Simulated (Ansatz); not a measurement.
Input file:

```
crystal:
  lattice:
    - [3.135, 0.0, 0.0]
    - [0.0, 3.135, 0.0]
    - [0.0, 0.0, 24.54]
  atoms:
    - { symbol: Mo, position: [0.0, 0.0, 0.2444987775] }
    - { symbol: Mo, position: [0.5, 0.5, 0.3083740831] }
    - { symbol: Mo, position: [0.0, 0.0, 0.3722493888] }
    - { symbol: Mo, position: [0.5, 0.5, 0.4361246944] }
    - { symbol: Mo, position: [0.0, 0.0, 0.5] }
    - { symbol: Mo, position: [0.5, 0.5, 0.5638753056] }
    - { symbol: Mo, position: [0.0, 0.0, 0.6277506112] }
    - { symbol: Mo, position: [0.5, 0.5, 0.6916259169] }
    - { symbol: Mo, position: [0.0, 0.0, 0.7555012225] }
scf:
  occupations: { method: methfessel_paxton, width: 0.1 }
output:
  forces: true
  stress: false
  eigenvalues: true
  write_density: true
  write_potential: true
  elf: true
  volumetric_format: npy
hamiltonian:
  xc: pbesol
kpoints:
  mp_grid: { grid: [16, 16, 1] }
```

Run with:

```sh
ansatz run input.yaml --threads 4 --pin off --max-ram 12288MiB --backend cpu --events-out ev --progress --plain --runs-dir out
```

Not relaxed (largest force 1.6 eV/Å); computed without spin polarisation.

Method: DFT PBEsol, scalar-relativistic, plane waves, PAW in Ansatz 0.2.0.

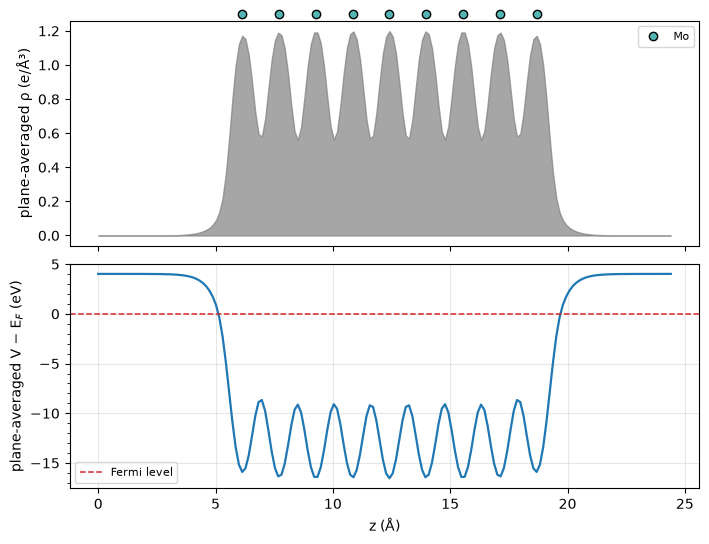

Mo (slab). Plane average of the electrostatic potential energy of an electron and of the valence charge density (pseudo) across the slab. Circles mark the heights of the atoms.

**What is the work function?**

The potential is flat in the vacuum, 4.0 eV above the Fermi level; this is the work function, the same on both faces.

**How thick is the slab, and how wide the vacuum?**

The outermost nuclei are 12.5 Å apart, in 9 atomic planes; the vacuum between periodic images is 12.0 Å wide.
